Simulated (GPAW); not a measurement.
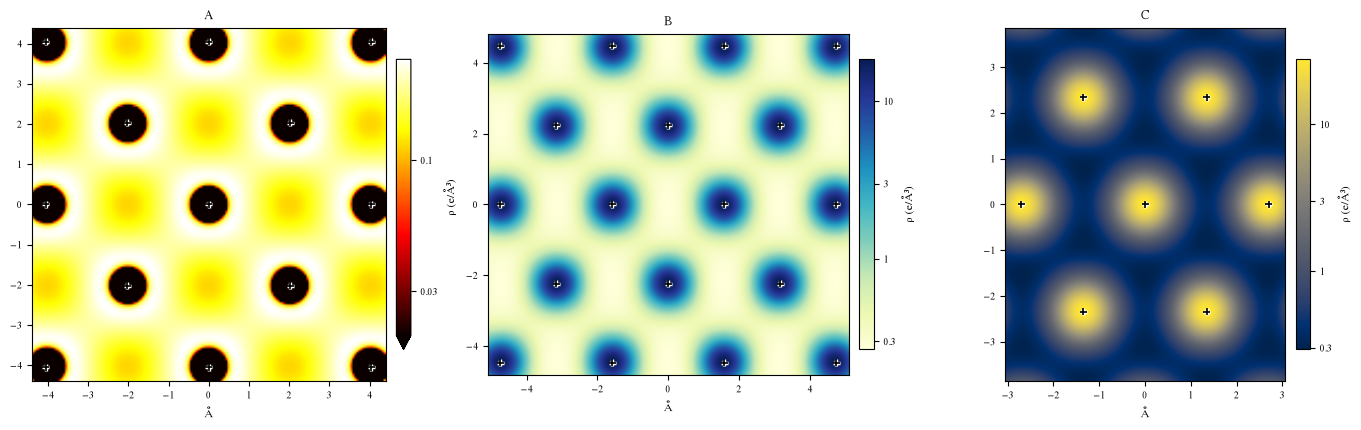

The valence electron density of 3 systems, each on a plane through atoms (crosses mark nuclei in the plane).

The calculation used Kohn-Sham DFT of a periodic cell, PBE, GPAW PAW data sets (gpaw-data 1.2.1) (GPAW 26.7.0).

System 1: Ru, the (001) plane of the conventional cell. Space group P6₃/mmc; computed pressure about 4 GPa in this cell.

```xyz
2
Lattice="2.7058 0.0000 0.0000 -1.3529 2.3433 0.0000 0.0000 0.0000 4.2819" Properties=species:S:1:pos:R:3 pbc="T T T"
Ru    1.3529    0.7811    3.2114
Ru    0.0000    1.5622    1.0705
```

System 2: Al, the (010) plane of the conventional cell. Space group Fm-3m.

System 3: W, the (011̄) plane of the conventional cell. Space group Im-3m; computed pressure about 6 GPa in this cell.

```cif
data_structure
_symmetry_space_group_name_H-M 'P 1'
_symmetry_Int_Tables_number 1
_cell_length_a 3.1647
_cell_length_b 3.1647
_cell_length_c 3.1647
_cell_angle_alpha 90.000
_cell_angle_beta 90.000
_cell_angle_gamma 90.000
_cell_volume 31.70
loop_
_atom_site_label
_atom_site_type_symbol
_atom_site_fract_x
_atom_site_fract_y
_atom_site_fract_z
_atom_site_occupancy
W1 W 0.00000 0.00000 0.00000 1
W2 W 0.50000 0.50000 0.50000 1
```

**Match each panel to its system.**

Panel A is system 2, Al: the plane holds Al. Al–Al (2.86 Å): ρ at the midpoint is about 0.2 e/Å³. Panel B is system 3, W: the plane holds W. W–W (2.74 Å): the density is about 0.42 e/Å³ at the midpoint. Panel C is system 1, Ru: the plane holds Ru. Ru–Ru (2.71 Å): the density is about 0.38 e/Å³ at the midpoint.
